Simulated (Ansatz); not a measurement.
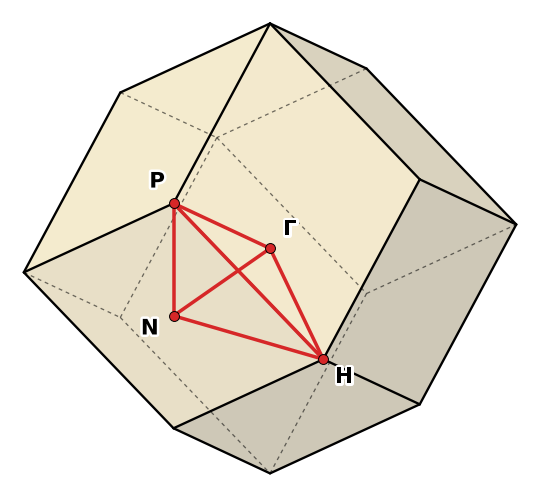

For Co, coordinates from a relaxation with DFT, PBE, plane waves (420 eV) with PAW, scalar-relativistic in Ansatz 0.2.0; the starting structure was generated, so it need not be a known form of this composition: the figure shows the first Brillouin zone with its special points and a band path. All values are computed from the atomic coordinates in the standard setting (tolerance 0.002 Å).

Labels and path follow the convention of Hinuma et al. (2017), as computed by seekpath.

Q: Which Bravais lattice has this zone?

A: A body-centred cubic lattice (cI; extended symbol cI1). The zone is a rhombic dodecahedron in its combinatorial type: 12 faces (12 with 4 edges), 24 edges, 14 vertices.

Q: Write the standard path through the labelled points.

A: Γ–H–N–Γ–P–H | P–N
